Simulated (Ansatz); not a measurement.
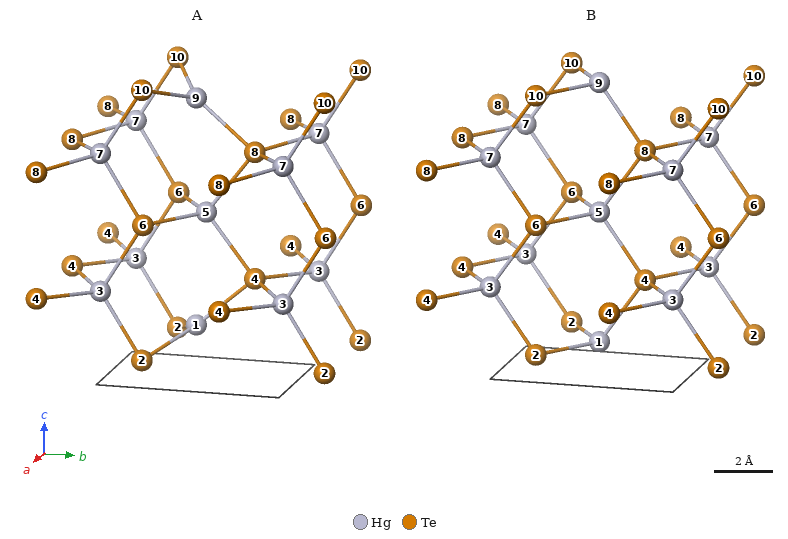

Two geometries of a slab of composition HgTe (cut from the F-43m phase), drawn at one scale. One is the start of a relaxation, the other its converged end. Style: ball-and-stick. Shown: the cell of the calculation, outlined in the plane, without the vacuum, slightly off an axis.

All numbers below come from DFT PBE, scalar-relativistic, plane waves, PAW in Ansatz. (plane-wave cutoff 420 eV; k-point mesh 8 × 5 × 1; occupations gaussian; smearing width 0.1 eV; no spin polarisation; dipole correction; atoms relaxed in a fixed cell; force threshold 0.02 eV/Å; at most 60 steps)

Question: Which geometry has the lower energy?

Answer: Structure A is the relaxed one. Case: (1 1 0) slab, atoms relaxed. The slab is the (1 1 0) face of HgTe. Over 5 geometry steps the energy falls by 0.904 eV per cell of the calculation. Largest force component: 0.79 eV/Å at the start, 0.016 eV/Å at the end. The largest moves relative to the layer's centre, 0.67 Å, are those of Hg1 and Hg9. Hg1 goes at 29° to the normal (+c side). Largest moves by element: Hg 0.67 Å, Te 0.20 Å. The cell doesn't change. Near-neighbour distances that change, for instance: Hg1–Te4 2.879 → 2.805 Å, Hg1–Te2 2.879 → 2.814 Å, Hg3–Te6 2.879 → 2.940 Å, Hg7–Te10 2.879 → 2.838 Å. Among the angles between lasting bonds that change: Hg7–Te10–Hg9 109.5° → 90.9°, Hg5–Te8–Hg9 109.5° → 93.0°, Te2–Hg1–Te4 109.5° → 122.8°. The run took 20 min on 1 thread of Intel(R) Xeon(R) Processor @ 2.50GHz (Skylake/Cascade Lake), on a shared host, peak memory 1.4 GiB.
